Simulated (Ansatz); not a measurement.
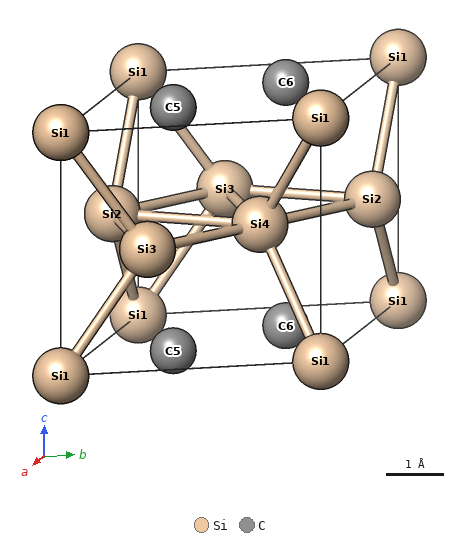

**Figure 1.** The input geometry of the first run (ball-and-stick view of the cell of the calculation, seen slightly off an axis; atoms are numbered from 1 in the order of the input). An atom can appear more than once, as a periodic image.

**Si2C: a changed input and its effect**

System: Si2C (P-62m, 6 atoms in the cell).
Method of the first run: DFT PBE, scalar-relativistic, plane waves, PAW, spin-polarised (Ansatz 0.2.0).

The structure was made by a generator, so it may or may not be a known phase. Text and figures count atoms from 1; the logs count them from 0 in places.

Input file, the first run:
```yaml
crystal:
  lattice:
    - [4.73797089, 0.0, 0.0]
    - [-2.36898545, 4.10320316, 0.0]
    - [0.0, 0.0, 4.44488456]
  atoms:
    - { symbol: Si, position: [0.0, 0.0, 0.0] }
    - { symbol: Si, position: [0.33333333, 0.0, 0.5] }
    - { symbol: Si, position: [0.0, 0.33333333, 0.5] }
    - { symbol: Si, position: [0.66666667, 0.66666667, 0.5] }
    - { symbol: C, position: [0.66666667, 0.33333333, 0.0], spin: 1.0 }
    - { symbol: C, position: [0.33333333, 0.66666667, 0.0], spin: 1.0 }
basis:
  ecutwfc: 420
kpoints:
  mp_grid: { grid: [6, 6, 4] }
hamiltonian:
  xc: pbe
scf:
  occupations: { method: gaussian, width: 0.1 }
  lower_state_search: "off"
output:
  forces: true
  stress: true
  eigenvalues: true
  populations: true
magnetization:
  spin_polarized: true
```

Command:
```bash
ansatz run input.yaml --threads 1 --pin off --max-ram 2560MiB --backend cpu --events-out ev --progress --plain --runs-dir out
```

Hardware: 1 thread of Intel Xeon @ 2.50GHz (Skylake/Cascade Lake), 189 GiB of memory available, shared host.

Output, shortened to warnings, some set-up lines, iterations and results (the first run):
```
WARN: the starting moments were not kept: the SCF closed with an absolute magnetisation of 3.6e-6 μB, where they sum to 2 μB in size (2 sites). That is at most 0.1 of that sum. Measured as dr2_m measures the in/out step, that magnetisation stands 1.1e-12 eV from none, at or under the dr2_threshold of 1.0e-7 eV: it is no larger than a step whose dr2_m would equal this threshold. The system may …
Basis set: ecut = 420 eV, 1701 PW (Γ), exchange–correlation on 64×64×60 points (8 copies of the dense FFT grid, shifted against one another)
Symmetry: 12 space group operations
k-points: 21 of 144 (time reversal used)
Initial density: superposition of atomic densities (chi_scale 0.1, normalization cell, long waves kept (reshape's long-wave potential 0.03 eV rms))
[...]
SCF iter   1: F=—  HF=-3033.676277 eV  |F-HF|=—  |Δ(HF+E_count)|=         —  Δρ=1.84e-2 (↑1.84e-2 ↓1.59e-2)  dr2=4.60e-1  dr2_m=1.39e-1  M=0.858 μB ∫|m|=1.128 μB  β_m=0.30  …
SCF iter   2: F=—  HF=-3033.705114 eV  |F-HF|=—  |Δ(HF+E_count)|=   2.88e-2  Δρ=1.48e-2 (↑1.48e-2 ↓1.32e-2)  dr2=2.68e-1  dr2_m=9.92e-2  M=0.737 μB ∫|m|=1.006 μB  β_m=0.30  …
SCF iter   3: F=—  HF=-3033.688952 eV  |F-HF|=—  |Δ(HF+E_count)|=   1.62e-2  Δρ=9.81e-3 (↑8.76e-3 ↓9.81e-3)  dr2=5.07e-3  dr2_m=6.76e-2  M=0.636 μB ∫|m|=0.904 μB  β_m=0.30  …
SCF iter   4: F=—  HF=-3033.724076 eV  |F-HF|=—  |Δ(HF+E_count)|=   3.51e-2  Δρ=7.97e-3 (↑7.97e-3 ↓7.82e-3)  dr2=9.55e-4  dr2_m=4.92e-2  M=0.563 μB ∫|m|=0.809 μB  β_m=0.30  …
SCF iter   5: F=—  HF=-3033.748768 eV  |F-HF|=—  |Δ(HF+E_count)|=   2.47e-2  Δρ=6.74e-3 (↑6.74e-3 ↓6.51e-3)  dr2=5.54e-4  dr2_m=3.47e-2  M=0.517 μB ∫|m|=0.730 μB  β_m=0.30  …
[... 8 lines ...]
SCF iter  14: F=—  HF=-3033.816699 eV  |F-HF|=—  |Δ(HF+E_count)|=   2.16e-6  Δρ=1.66e-5 (↑1.66e-5 ↓1.58e-5)  dr2=2.39e-8  dr2_m=2.04e-7  M=0.002 μB ∫|m|=0.003 μB  β_m=0.93  …
SCF iter  15: F=-3033.816700 eV  HF=-3033.816700 eV  |F-HF|=2.91e-9  |Δ(HF+E_count)|=   6.09e-7  Δρ=2.44e-6 (↑2.44e-6 ↓1.99e-6)  dr2=8.87e-9  dr2_m=2.92e-9  M=-0.000 μB …
SCF iter  16: F=-3033.816700 eV  HF=-3033.816700 eV  |F-HF|=1.56e-10  |Δ(HF+E_count)|=   5.46e-9  Δρ=5.48e-7 (↑5.48e-7 ↓4.96e-7)  dr2=1.50e-10  dr2_m=1.94e-10  M=0.000 μB …
SCF iter  17: F=-3033.816700 eV  HF=-3033.816700 eV  |F-HF|=4.55e-12  |Δ(HF+E_count)|=  4.37e-10  Δρ=7.43e-8 (↑7.43e-8 ↓5.87e-8)  dr2=2.46e-12  dr2_m=3.23e-12  M=0.000 μB …
SCF 1 converged in 17 iterations: F = -3033.816700 eV  dr2 = 2.46e-12
SCF converged after 17 iterations
Magnetization: 0.0000 μB (12.0000 up, 12.0000 down)
Absolute magnetization: 0.0000 μB (∫|ρ↑−ρ↓|, with the PAW one-centre terms)
Spin contamination: 0.0000 ħ² per cell (⟨S²⟩ above its minimum at these occupations)
Per-site moments (μB) at R_I (Å): [(-4.4913779807735864e-7, 1.1246593516950263), (2.434416367740422e-8, 1.1246593516950263), (2.4344163698499667e-8, 1.1246593516950263), (2.4344163705398853e-8, 1.1246593516950263), (3.475893041400967e-7, 1.1246593573555994), (3.4758930413406125e-7, …
Free energy (F): -3033.816700 eV
Harris-Foulkes:  -3033.816700 eV  (|F-HF|=4.55e-12)
Internal energy: -3033.799899 eV  (E = F + TS)
E sigma→0 (E₀):  -3033.808299 eV
Entropy (-TS):   -0.016801 eV (-2.800 meV/atom)
Fermi energy:    8.010913 eV
--- Per-component energies (eV) ---
  E_band       = 64.266896
  E_kinetic    = 301.014557
  E_local      = -157.059908  (includes V_loc(G=0)·N_el)
  E_nonlocal   = 156.128731
  E_hartree    = 36.710814
  E_xc         = -308.186351
  E_vxc        = -294.379148  (∫ρ·V_xc dr)
  E_paw        = -2241.921312  (= ΣΔE_a)
  E_vpaw       = -14.858992  (= ΣTr[D̂ρ^β])
  E_aug_tail   = 0.000031  (compensation charges beyond the density's cutoff)
  E_ewald      = -820.486461
  E_smearing   = -0.016801  (= −TS)
  E_closure    = 0.000000  (closes the sum)
  Σ components = -3033.816700   (vs F -3033.816700, Δ=0.00e0)
--- Forces (eV/Å), atoms counted from 1 ---
  atom   1  Si     0.00000000    -0.00000000     0.00000000
  atom   2  Si     0.51098654     0.00000000     0.00000000
  atom   3  Si    -0.25549327     0.44252733     0.00000000
  atom   4  Si    -0.25549327    -0.44252733     0.00000000
  atom   5  C      0.00000000     0.00000000     0.00000000
  atom   6  C     -0.00000000     0.00000000     0.00000000
  max |Σ_I F_I| component: 1.85e-16 eV/Å
--- Stress (GPa, compression-positive) ---
      -15.445465       0.000000       0.000000
        0.000000     -15.445465       0.000000
        0.000000       0.000000     -18.547043
  P = ⅓ Tr σ = -16.4793 GPa (-164.793 kbar)
--- Löwdin populations: 6 sites ---
  site symbol       q [e]    m [muB]
     0     Si      3.6970    -0.0000
     1     Si      3.6877     0.0000
     2     Si      3.6877     0.0000
     3     Si      3.6877     0.0000
     4      C      4.4346     0.0000
     5      C      4.4346     0.0000
  spilling = 0.015443 (of n_electrons = 24.000000)
```

For the second run the input was changed thus:
```diff
-    - { symbol: C, position: [0.66666667, 0.33333333, 0.0], spin: 1.0 }
-    - { symbol: C, position: [0.33333333, 0.66666667, 0.0], spin: 1.0 }
+    - { symbol: C, position: [0.66666667, 0.33333333, 0.0] }
+    - { symbol: C, position: [0.33333333, 0.66666667, 0.0] }
-  populations: true
-magnetization:
-  spin_polarized: true
```

How does the second run compare with the first run?

The energy is the same within 0.01 meV per atom. The SCF takes 6 iterations against 17. On the same kind of shared host the second run took about 0.23 times as long. The two runs start from different initial densities, which also moves the count.

Output, shortened to warnings, some set-up lines, iterations and results (the second run):
```
Basis set: ecut = 420 eV, 1701 PW (Γ), exchange–correlation on 64×64×60 points (8 copies of the dense FFT grid, shifted against one another)
Symmetry: 12 space group operations
k-points: 21 of 144 (time reversal used)
Initial density: superposition of atomic densities (neutral atoms: chi_scale 0, normalization atom), corrected by the library's trained network
[...]
SCF iter   1: F=—  HF=-3033.816165 eV  |F-HF|=—  |Δ(HF+E_count)|=         —  Δρ=3.04e-3  dr2=7.39e-3  ethr=1.77e-3  ⟨swp⟩=5.4  Hψ=2047  notcnv=0
SCF iter   2: F=—  HF=-3033.816579 eV  |F-HF|=—  |Δ(HF+E_count)|=   4.15e-4  Δρ=1.81e-3  dr2=2.43e-3  ethr=3.08e-5  ⟨swp⟩=1.5  Hψ=635  notcnv=0
SCF iter   3: F=—  HF=-3033.816660 eV  |F-HF|=—  |Δ(HF+E_count)|=   8.09e-5  Δρ=1.88e-4  dr2=2.55e-5  ethr=1.01e-5  ⟨swp⟩=2.7  Hψ=615  notcnv=0
SCF iter   4: F=—  HF=-3033.816699 eV  |F-HF|=—  |Δ(HF+E_count)|=   3.88e-5  Δρ=5.97e-5  dr2=2.03e-6  ethr=1.06e-7  ⟨swp⟩=2.0  Hψ=546  notcnv=0
SCF iter   5: F=-3033.816700 eV  HF=-3033.816700 eV  |F-HF|=5.01e-10  |Δ(HF+E_count)|=   5.38e-7  Δρ=7.10e-6  dr2=4.60e-8  ethr=8.47e-9  ⟨swp⟩=2.0  Hψ=612  notcnv=0
SCF iter   6: F=-3033.816700 eV  HF=-3033.816700 eV  |F-HF|=2.45e-10  |Δ(HF+E_count)|=   6.47e-9  Δρ=1.20e-6  dr2=1.26e-9  ethr=1.92e-10  ⟨swp⟩=4.2  Hψ=1570  notcnv=0
SCF 1 converged in 6 iterations: F = -3033.816700 eV  dr2 = 1.26e-9
SCF converged after 6 iterations
Free energy (F): -3033.816700 eV
Harris-Foulkes:  -3033.816700 eV  (|F-HF|=2.45e-10)
Internal energy: -3033.799899 eV  (E = F + TS)
E sigma→0 (E₀):  -3033.808299 eV
Entropy (-TS):   -0.016801 eV (-2.800 meV/atom)
Fermi energy:    8.010913 eV
--- Per-component energies (eV) ---
  E_band       = 64.266836
  E_kinetic    = 301.014508
  E_local      = -157.059834  (includes V_loc(G=0)·N_el)
  E_nonlocal   = 156.128820
  E_hartree    = 36.710710
  E_xc         = -308.186356
  E_vxc        = -294.379150  (∫ρ·V_xc dr)
  E_paw        = -2241.921317  (= ΣΔE_a)
  E_vpaw       = -14.858988  (= ΣTr[D̂ρ^β])
  E_aug_tail   = 0.000031  (compensation charges beyond the density's cutoff)
  E_ewald      = -820.486461
  E_smearing   = -0.016801  (= −TS)
  E_closure    = -0.000000  (closes the sum)
  Σ components = -3033.816700   (vs F -3033.816700, Δ=0.00e0)
--- Forces (eV/Å), atoms counted from 1 ---
  atom   1  Si     0.00000000    -0.00000000     0.00000000
  atom   2  Si     0.51098377     0.00000000     0.00000000
  atom   3  Si    -0.25549189     0.44252493     0.00000000
  atom   4  Si    -0.25549189    -0.44252493     0.00000000
  atom   5  C      0.00000000     0.00000000     0.00000000
  atom   6  C     -0.00000000    -0.00000000     0.00000000
  max |Σ_I F_I| component: 1.48e-16 eV/Å
--- Stress (GPa, compression-positive) ---
      -15.445480       0.000000       0.000000
        0.000000     -15.445480       0.000000
        0.000000       0.000000     -18.547019
  P = ⅓ Tr σ = -16.4793 GPa (-164.793 kbar)
```

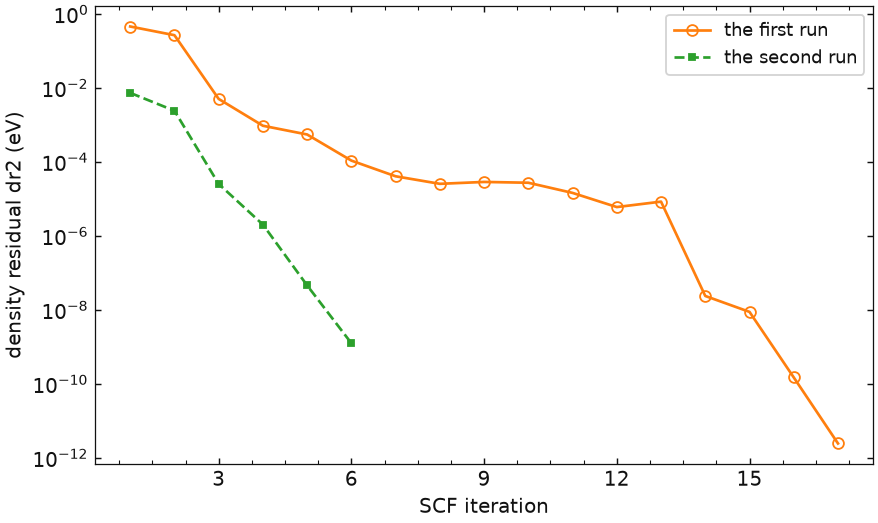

**Figure 2.** Convergence of the two runs: density residual dr2 against the SCF iteration. The first run takes 17 iterations in all, and the second run takes 6.

The two runs side by side:

| quantity | the first run | the second run |
| --- | --- | --- |
| outcome | converged | converged |
| free energy per atom (eV) | −505.6361 | −505.6361 |
| energy per atom, smearing taken to zero (eV) | −505.6347 | −505.6347 |
| gap on the mesh (eV) | 0.00 | 0.00 |
| net moment of the cell (μB) | 0.00 | – |
| absolute moment of the cell (μB) | 0.00 | – |
| pressure (GPa) | −16.48 | −16.48 |
| largest force (eV/Å) | 0.511 | 0.511 |
| SCF iterations | 17 | 6 |
| irreducible k-points | 21 | 21 |
| plane waves at Γ | 1701 | 1701 |
| wall time (shared host) | 27 s | 6.3 s |

For both runs: The cell is under a tension of 16.5 GPa at this level, so it is not at its equilibrium volume. For the first run: Warnings: some starting moments were not kept.
